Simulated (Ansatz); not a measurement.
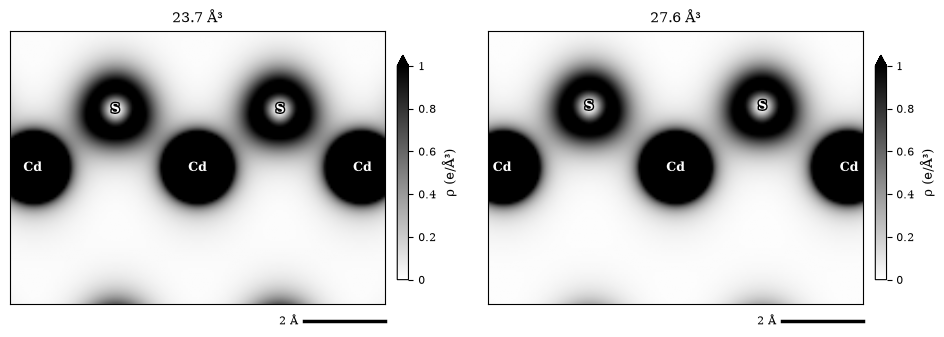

CdS. The valence charge density (pseudo) of cells scaled evenly to different volumes (given per atom above each panel), on the (011̄) plane of each (indices in the axes of the cell below), at one length scale and on one colour scale.

These are results of Ansatz 0.2.0, DFT PBE, scalar-relativistic, plane waves, PAW, not measurements.

In a PAW calculation such maps are meaningful between the atoms, not at the nuclei.

The largest cell:

```
Cd S
1.0
     0.00000    3.02133    3.02133
     3.02133    0.00000    3.02133
     3.02133    3.02133    0.00000
Cd S
1 1
Direct
  0.00000 0.00000 0.00000
  0.25000 0.25000 0.25000
```

| volume (Å³/atom) | Cd–S contact in the plane (Å) | ρ at its midpoint (e/Å³) | pressure (GPa) | gap on the mesh (eV) | 
| --- | --- | --- | --- | --- |
| 23.68 | 2.487 | 0.452 | 6.3 | 1.24 | 
| 26.80 | 2.592 | ? | ? | ? | 
| 27.58 | 2.617 | 0.359 | −2.7 | 0.91 | 

### What values belong in the row with question marks?

Over the known rows ln ρ falls by 1.77 per Å of Cd–S distance (the line through the two), which gives 0.375 e/Å³ at 2.592 Å; the calculation gives 0.375 e/Å³. For the pressure, a straight line in volume between the neighbouring rows gives −0.9 GPa; the calculation gives −1.5, lower because pressure rises ever faster on compression. For the gap on the mesh, a straight line in volume between the neighbouring rows gives 0.98 eV; the calculation gives 0.98.
